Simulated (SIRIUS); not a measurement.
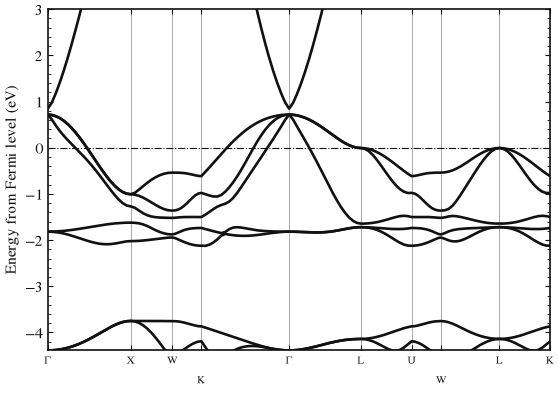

Band structure. Energies are counted from the Fermi level. The path runs straight from each named point to the next.

### Which Bravais lattice do the labels of the path belong to?

A face-centred cubic lattice: the path Γ–X–W–K–Γ–L–U–W–L–K runs through the special points of its Brillouin zone.

System: zincblende CuO, space group F-43m, 2 atoms in the primitive cell; cubic a = 4.655 Å.

SIRIUS; PBE, all-electron FP-LAPW (Koelling-Harmon valence), no spin polarisation, no spin-orbit coupling, 10×10×10 k mesh, Fermi-Dirac smearing of 0.05 eV.

### Metal, semiconductor or insulator?

A metal: 3 bands cross the Fermi level along this path.

An odd number of electrons without spin polarisation forces a metal; a magnetic or distorted state may lie lower. The run has no spin polarisation, though such a crystal can be magnetic. Semilocal functionals often make such compounds metallic where correlation or magnetic order opens a gap, which also shifts bond lengths. The usual form of CuO is monoclinic. The cell was built from a pattern and not relaxed, so its bond lengths can be off.
